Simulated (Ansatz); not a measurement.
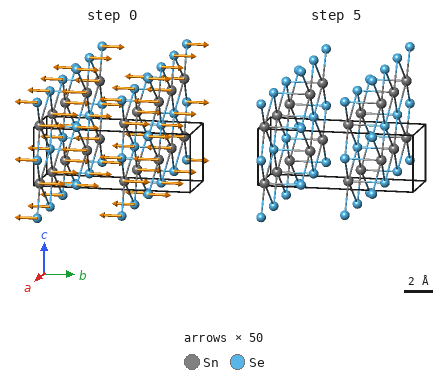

The structure of a crystal of SnSe (set up in Cmcm) before (left) and after (right) a relaxation, at one scale. The orange arrows give the displacements (the part carried along by the change of the cell is left out), magnified 50 times.

A ball-and-stick model of the conventional cell (2 times the calculation's cell), repeated 2 × 1 × 2 with one cell outlined, seen slightly off an axis. Lengths and directions refer to the drawn axes.

Computed with Ansatz 0.2.0, DFT PBE+D3(BJ), scalar-relativistic, plane waves, PAW.

The input:
```yaml
crystal:
  lattice:
    - [2.155, -5.8525, 0.0]
    - [2.155, 5.8525, 0.0]
    - [0.0, 0.0, 4.318]
  atoms:
    - { symbol: Sn, position: [0.88, 0.12, 0.25] }
    - { symbol: Sn, position: [0.12, 0.88, 0.75] }
    - { symbol: Se, position: [0.644, 0.356, 0.25] }
    - { symbol: Se, position: [0.356, 0.644, 0.75] }
basis:
  ecutwfc: 420
kpoints:
  mp_grid: { grid: [8, 8, 6] }
hamiltonian:
  xc: pbe
  dispersion: d3bj
scf:
  occupations: { method: gaussian, width: 0.02 }
output:
  forces: true
  stress: true
  eigenvalues: true
relax:
  adjacent_minimum: "off"
  f_tol: 0.005
  max_steps: 80
  cell: { stress_tol: 0.05 }
```

Question: Summarise the run.

Answer: The largest moves relative to the cell, 0.038 Å, are those of Sn1 and Sn2. Sn2 goes along −b. By element the largest moves are Sn 0.038 Å, Se 0.034 Å. Cell: a 4.310 → 4.230 Å (−1.9 %), b 11.705 → 11.599 Å (−0.9 %), c 4.318 → 4.227 Å (−2.1 %). Volume −4.8 %. Near-neighbour distances that change, for instance: Sn1–Se4 3.063 → 2.997 Å, Sn1–Se3 2.762 → 2.733 Å. Among the angles between lasting bonds that change: Se4–Sn1–Se4 169.5° → 172.1°, Sn1–Se4–Sn1 169.5° → 172.1°. The space group stays Cmcm (No. 63). The energy falls by 55.9 meV per cell of the calculation in 4 accepted moves (5 points after the start). The largest force component goes from 0.28 to 0.004 eV/Å. The pressure goes from −2.62 to −0.02 GPa. The SCF was repeated once at an unchanged geometry on a basis and grid sized afresh for the cell, which shifted the energy by 0.8 meV per cell of the calculation at most. The run took of the order of 90 core-seconds on a shared host.
